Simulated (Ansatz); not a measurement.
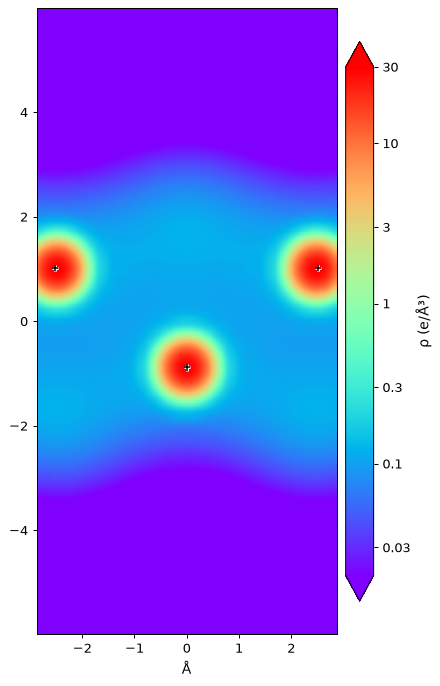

The valence pseudo-density on a plane through atoms (crosses mark nuclei in the plane).

Method: DFT LDA, scalar-relativistic, plane waves, PAW in Ansatz.

Candidates:
A. Mg (slab), a = 3.15 Å, b = 5.04 Å, c = 20.58 Å, α = 90.00°, β = 90.00°, γ = 90.00°. 
B. Mg4O (slab), a = 3.15 Å, b = 5.04 Å, c = 20.58 Å, α = 90.00°, β = 90.00°, γ = 90.00°. Not relaxed (largest force 0.5 eV/Å).

Which candidate gave the map?

Candidate A: Mg on the (100) plane of the calculation cell, a cut from vacuum to vacuum, which holds Mg. Mg–Mg (3.15 Å): ρ is about 0.1 e/Å³ halfway.
